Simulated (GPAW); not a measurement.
# Optical response of NaCl

Aim: the dielectric function of NaCl, and the optical constants that follow from it. The cell comes from an older database entry, whose edges can differ from later determinations, mostly by under a per cent.

Calculated with GPAW 26.7.0; DFT, PBE, plane-wave PAW (GPAW data sets), scalar-relativistic, RPA, optical limit.

The database entry behind the starting cell differs from later determinations by our own check (an axis about 0.4 % short against later determinations), so it need not match the best structure at ambient conditions.

**1. Set-up**

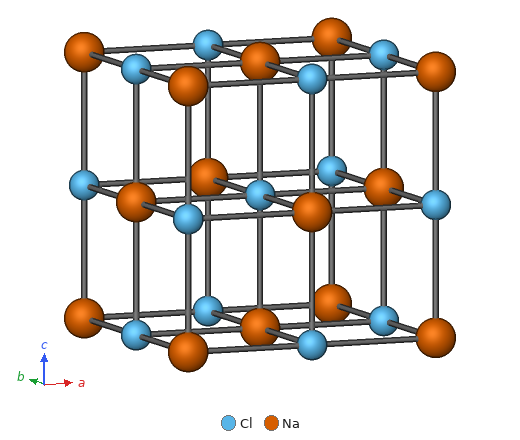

Start, viewed slightly off an axis; chlorine blue, sodium orange. This picture shows the conventional cell, with its axes. Some periodic images of atoms are drawn too.

Structure file:

```
Cl Na
1.0
     0.00000    2.81000    2.81000
     2.81000    0.00000    2.81000
     2.81000    2.81000    0.00000
Cl Na
1 1
Direct
  0.50000 0.50000 0.50000
  0.00000 0.00000 0.00000
```

**2. Bands for the response**

At the fixed density, many empty bands are solved on the mesh of the response, since the spectrum sums over them.

This step: DFT, PBE, plane-wave PAW (GPAW data sets), scalar-relativistic, bands at fixed density (GPAW 26.7.0).

The input, nscf.py:

```python
from ase.dft.bandgap import bandgap
from gpaw import GPAW, FermiDirac

calc = GPAW('gs.gpw').fixed_density(kpts={'size': (11, 11, 11), 'gamma': True}, nbands=47, convergence={'bands': 41},
                                    occupations=FermiDirac(0.001), txt='nscf.txt')
print('gap (eV)', bandgap(calc, output=None)[0])
print('direct gap (eV)', bandgap(calc, direct=True, output=None)[0])
print('top band over the Fermi level (eV)', min(calc.get_eigenvalues(kpt=k)[40] for k in range(len(calc.get_ibz_k_points()))) - calc.get_fermi_level())
calc.write('full.gpw', mode='all')
```

Command:

```bash
OMP_NUM_THREADS=1 python nscf.py
```

Numbers of over 12 decimals in the logs are rounded to 6 here.

Output:

```text
Diagonalizing LCAO Hamiltonian
Converting LCAO to pw mode
convergence criteria:
- Maximum integral of absolute [eigenst]ate change: 4e-08 eV^2 / valence electron
maximum number of iterations: 150

SCF iterations
|iter     |      energy | eigst |  dens |
|iter:   1||             | +3.87 |       |
|iter:   2||             | +2.54 |       |
|iter:   3||             | +1.50 |       |
|iter:   4||             | +0.30 |       |
|iter:   5||             | -0.78 |       |
|iter:   6||             | -1.71 |       |
|iter:   7||             | -2.53 |       |
|iter:   8||             | -3.32 |       |
|iter:   9||             | -4.13 |       |
|iter:  10||             | -4.84 |       |
|iter:  11||             | -5.49 |       |
|iter:  12||             | -6.08 |       |
|iter:  13||             | -6.58 |       |
|iter:  14||             | -7.16 |       |
|iter:  15||             | -7.63c|       |
SCF steps: 15
  __  _  _
 | _ |_)|_||  |
 |__||  | ||/\| - 26.7.0

Versions:
  Python: 3.12.14
  ASE:    3.29.0
  Numpy:  2.5.5
  Scipy:  1.18.1
  Libxc:  7.0.0

Input parameters:
  mode=PW(ecut=500.0),
  convergence={'bands': 41},
  gpts=array([21, 21, 21]),
  kpts=MonkhorstPack(size=(11, 11, 11), gamma=True),
  maxiter=150,
  nbands=47,
  occupations=Occupations(name='fermi-dirac', width=0.001, fixmagmom=False),
  parallel={},
  xc=XC(name='PBE')

--- standard output ---
gap (eV) 5.158247
direct gap (eV) 5.158247
top band over the Fermi level (eV) 42.600039
```

Run time: 88 s. Hardware: 1 thread of Arm Neoverse V1, shared host; peak memory 0.2 GiB.

This step gave:

* gap on the k-mesh: 5.158 eV
* direct gap on the mesh: 5.158 eV

**3. Dielectric function, RPA**

Local fields let the induced charge screen the field inside the cell, which as a rule lowers ε, most along directions where the density is uneven.

This step: DFT, PBE, plane-wave PAW (GPAW data sets), scalar-relativistic, RPA, optical limit (GPAW 26.7.0).

The input, df.py:

```python
from gpaw.response.df import DielectricFunction

df = DielectricFunction('full.gpw', frequencies={'type': 'nonlinear', 'domega0': 0.03, 'omega2': 8},
                        ecut=50,
                        eta=0.15,
                        nbands=41,
                        txt='df.txt')
for direction in ['x']:
    df.get_dielectric_function(xc='RPA', direction=direction, filename=f'df_{direction}.csv')
```

Command:

```bash
OMP_NUM_THREADS=1 python df.py
```

Output:

```text
Using integrator: PointIntegrator
NonLinearFrequencyDescriptor(from 0.000 to 69.002 eV, 504 points)
Nonperiodic BCs:  [False False False]
Using integrator: PointIntegrator
NonLinearFrequencyDescriptor(from 0.000 to 69.002 eV, 504 points)
Nonperiodic BCs:  [False False False]

Calculating chi0 body with:
    Ground state adapter containing:
    Number of spins: 1
    Number of kpoints: 1331
    Number of irreducible kpoints: 56
    Number of completely occupied states: 7
    Number of partially occupied states: 7

    Linear response parametrization:
    q_c: [0.0, 0.0, 0.0]
    Number of frequency points: 504
    Planewave cutoff: 50.0
    Number of bands: 41
    Number of planewaves: 27
    Broadening (eta): 0.15

Integrating chi0 body.

Symmetries of q_c:
    Direct symmetries (Uq -> q): 48
    Indirect symmetries (TUq -> q): 0
In total 48 allowed symmetries.

56 groups of equivalent kpoints. 95.792637% reduction.

Integral kind: spectral function

Calculating chi0 optical extensions with:
    Ground state adapter containing:
    Number of spins: 1
    Number of kpoints: 1331
    Number of irreducible kpoints: 56
    Number of completely occupied states: 7
    Number of partially occupied states: 7

    Linear response parametrization:
    Number of frequency points: 504
    Planewave cutoff: 50.0
    Number of bands: 41
    Number of planewaves: 27
    Broadening (eta): 0.15
Integrating chi0 head and wings.

Symmetries of q_c:
    Direct symmetries (Uq -> q): 48
    Indirect symmetries (TUq -> q): 0
In total 48 allowed symmetries.

56 groups of equivalent kpoints. 95.792637% reduction.

Integral kind: spectral function wings
```

The job ended after 10 s (1 thread; peak memory 0.21 GiB).

Read-outs, printed or worked out from the files:

| Property | Result |
| --- | --- |
| electronic dielectric constant ε∞, mean over x, y and z (by symmetry where fewer were run) | 2.327 |
| main peak of Im epsilon, first axis | 8.844 eV |

The Im ε, E ∥ x has structure finer than the step of the table below, so its rows give means over 1 eV, whole bins alone (the curve runs from 0 to 14.0 eV). Peaks (eV: height): 8.8: 2.95, 11.5: 2.39.

Values under the direct gap are tails of Lorentzian lines. Table of Im ε, E ∥ x by photon energy; means over each step:

| photon energy (eV) | Im ε, E ∥ x |
| --- | --- |
| 1 | 0.00449 |
| 2 | 0.00996 |
| 3 | 0.0182 |
| 4 | 0.0357 |
| 5 | 0.180 |
| 6 | 0.682 |
| 7 | 1.24 |
| 8 | 2.33 |
| 9 | 2.41 |
| 10 | 1.72 |
| 11 | 2.09 |
| 12 | 2.07 |
| 13 | 1.49 |

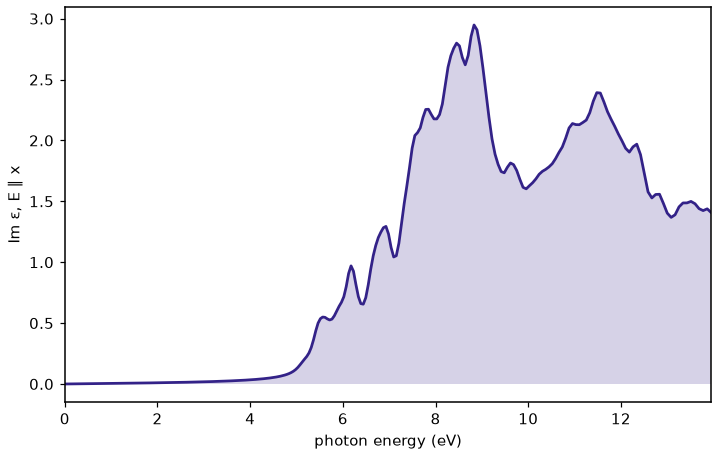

Im ε, E ∥ x against photon energy.

The Re ε, E ∥ x by photon energy:

| photon energy (eV) | Re ε, E ∥ x |
| --- | --- |
| 0 | 2.33 |
| 1 | 2.34 |
| 2 | 2.39 |
| 3 | 2.48 |
| 4 | 2.64 |
| 5 | 3.02 |
| 6 | 3.29 |
| 7 | 3.12 |
| 8 | 2.90 |
| 9 | 1.25 |
| 10 | 1.58 |
| 11 | 1.50 |
| 12 | 0.652 |
| 13 | 0.471 |

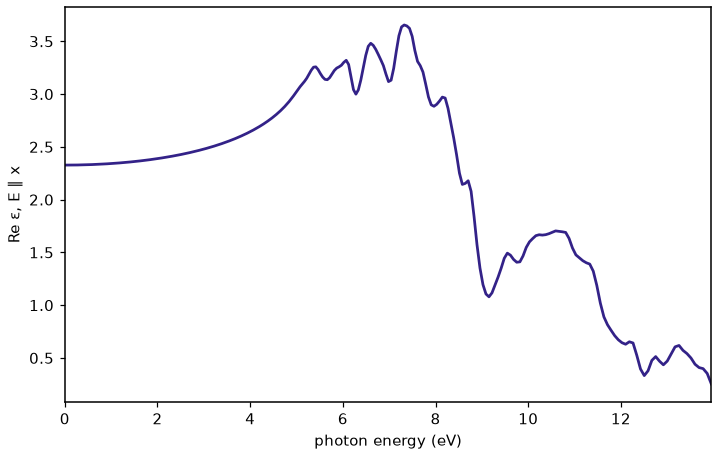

Re ε, E ∥ x, plotted against photon energy.

Table of reflectivity at normal incidence, E ∥ x by photon energy; read off at these points:

| photon energy (eV) | reflectivity at normal incidence, E ∥ x (%) |
| --- | --- |
| 0.00 | 4.33 |
| 0.50 | 4.35 |
| 1.00 | 4.39 |
| 1.50 | 4.47 |
| 2.00 | 4.59 |
| 2.50 | 4.76 |
| 3.00 | 4.98 |
| 3.50 | 5.28 |
| 4.00 | 5.68 |
| 4.50 | 6.28 |
| 5.00 | 7.30 |
| 5.50 | 8.36 |
| 6.00 | 8.93 |
| 6.12 | 9.27 |
| 6.50 | 9.29 |
| 6.71 | 10.3 |
| 7.00 | 9.43 |
| 7.50 | 12.8 |
| 8.00 | 12.3 |
| 8.50 | 14.6 |
| 8.89 | 15.9 |
| 9.00 | 15.3 |
| 9.50 | 9.03 |
| 10.00 | 8.12 |
| 10.50 | 9.22 |
| 11.00 | 11.5 |
| 11.50 | 14.0 |
| 11.63 | 14.6 |
| 12.00 | 14.0 |
| 12.42 | 15.2 |
| 12.50 | 14.9 |
| 13.00 | 11.3 |
| 13.50 | 11.6 |

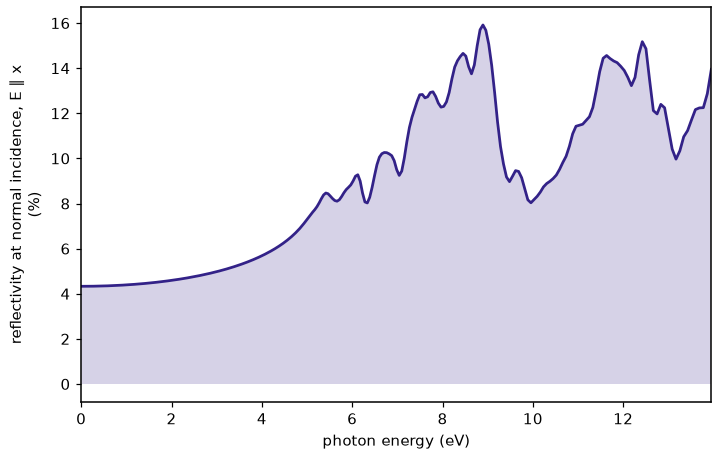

Reflectivity at normal incidence, E ∥ x against photon energy.

Values under the direct gap are tails of Lorentzian lines. The Im ε, E ∥ x by photon energy; read off at these points:

| photon energy (eV) | without local fields | with local fields |
| --- | --- | --- |
| 0.00 | 0 | 0 |
| 0.50 | 0.00293 | 0.00217 |
| 1.00 | 0.00600 | 0.00445 |
| 1.50 | 0.00934 | 0.00696 |
| 2.00 | 0.0132 | 0.00985 |
| 2.50 | 0.0178 | 0.0134 |
| 3.00 | 0.0236 | 0.0179 |
| 3.50 | 0.0315 | 0.0243 |
| 4.00 | 0.0434 | 0.0342 |
| 4.50 | 0.0653 | 0.0533 |
| 5.00 | 0.141 | 0.126 |
| 5.50 | 0.546 | 0.525 |
| 6.00 | 0.741 | 0.698 |
| 6.50 | 0.791 | 0.720 |
| 7.00 | 1.35 | 1.20 |
| 7.50 | 2.36 | 1.94 |
| 8.00 | 2.80 | 2.18 |
| 8.50 | 3.94 | 2.78 |
| 8.83 | 4.59 | 2.95 |
| 9.00 | 4.15 | 2.66 |
| 9.50 | 3.55 | 1.75 |
| 10.00 | 3.65 | 1.62 |
| 10.50 | 4.08 | 1.80 |
| 10.81 | 4.33 | 2.02 |
| 11.00 | 4.15 | 2.13 |
| 11.50 | 3.62 | 2.39 |
| 12.00 | 2.62 | 2.01 |
| 12.50 | 1.92 | 1.74 |
| 13.00 | 1.69 | 1.40 |
| 13.50 | 1.37 | 1.50 |

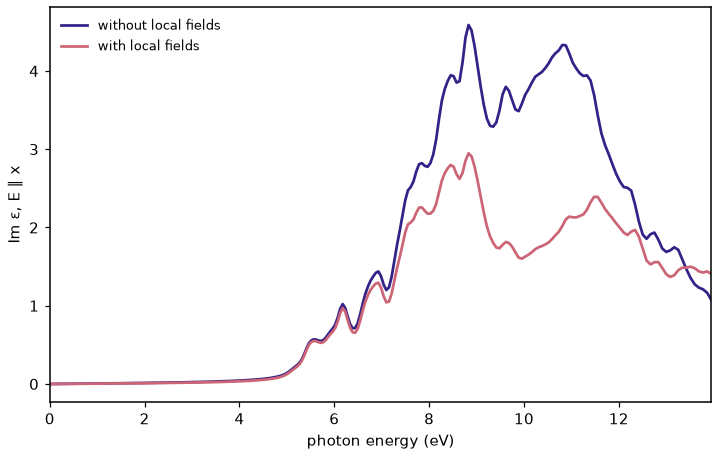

Im ε, E ∥ x against photon energy.

Table of refractive index n and extinction k by photon energy:

| photon energy (eV) | n | k |
| --- | --- | --- |
| 0 | 1.53 | 0 |
| 1 | 1.53 | 0.00146 |
| 2 | 1.55 | 0.00319 |
| 3 | 1.57 | 0.00569 |
| 4 | 1.63 | 0.0105 |
| 5 | 1.74 | 0.0361 |
| 6 | 1.82 | 0.191 |
| 7 | 1.80 | 0.334 |
| 8 | 1.81 | 0.603 |
| 9 | 1.45 | 0.919 |
| 10 | 1.39 | 0.584 |
| 11 | 1.43 | 0.744 |
| 12 | 1.18 | 0.855 |
| 13 | 0.988 | 0.710 |

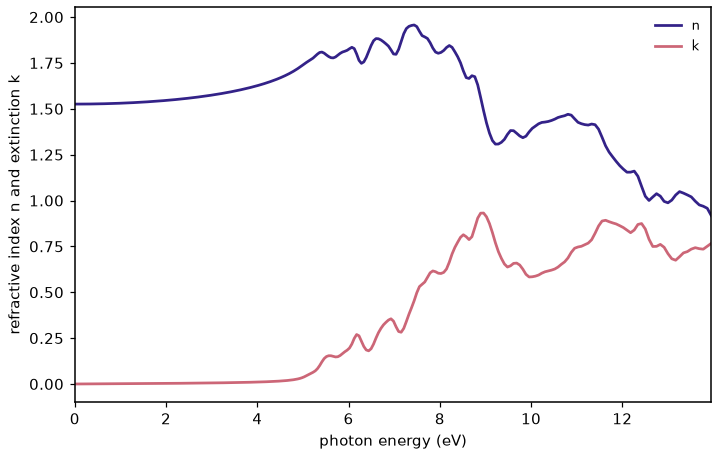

Refractive index n and extinction k against photon energy.

From ε follow the optical constants at some laser and lamp lines:

| wavelength (nm) | n | k | R (%) | 1/α |
| --- | --- | --- | --- | --- |
| 633 | 1.54 | 0.003 | 4.6 | 16 µm |
| 532 | 1.55 | 0.004 | 4.7 | 11 µm |
| 450 | 1.57 | 0.005 | 4.9 | 7.2 µm |
| 405 | 1.58 | 0.006 | 5.0 | 5.5 µm |
| 365 | 1.59 | 0.007 | 5.2 | 4.1 µm |
| 308 | 1.63 | 0.011 | 5.7 | 2.3 µm |
| 193 | 1.80 | 0.182 | 8.6 | 84 nm |

Below the direct gap, k and the depth come from the tails of the Lorentzian lines, not from transitions.

Rows near the edge hang on the gap, which this functional as a rule makes too small, and phonon-assisted absorption is left out.

**4. Outcome**

```json
{
  "electronic dielectric constant ε∞, mean over x, y and z (by symmetry where fewer were run) (RPA)": "2.33",
  "main peak of Im epsilon, first axis": "8.84 eV"
}
```

What this shows: At this level (PBE, RPA) NaCl has ε∞ = 2.33 and n = 1.53 at 1550 nm, and Im ε peaks at 8.8 eV. On the mesh the gap is 5.16 eV and the least direct gap 5.16 eV. Local fields change the static value along x from 2.73 to 2.33 (-15 %). Distinct maxima of Im ε, read by a parabola through the highest points, lie at 6.91 eV (1.3), 8.46 eV (2.8), 8.84 eV (3.0) and 11.51 eV (2.4). Excitons and phonon-assisted transitions are missing; PBE gaps are as a rule too small, which pulls the onset down and ε∞ up. The sum runs over mesh points, so small or evenly spaced maxima can still be ripples of the mesh.

[Machine, clock and banner lines and Python warnings are left out of the logs.]

[Logs are printed without paths, hosts, clocks, repeated set-up lines and the standing remarks that a program may print on its own settings, such as how far it seeks lower states.]

[Hosts, paths, dates, database ids (printed as entryN), source tags and the programs' standing remarks are cut or masked in the printed files.]
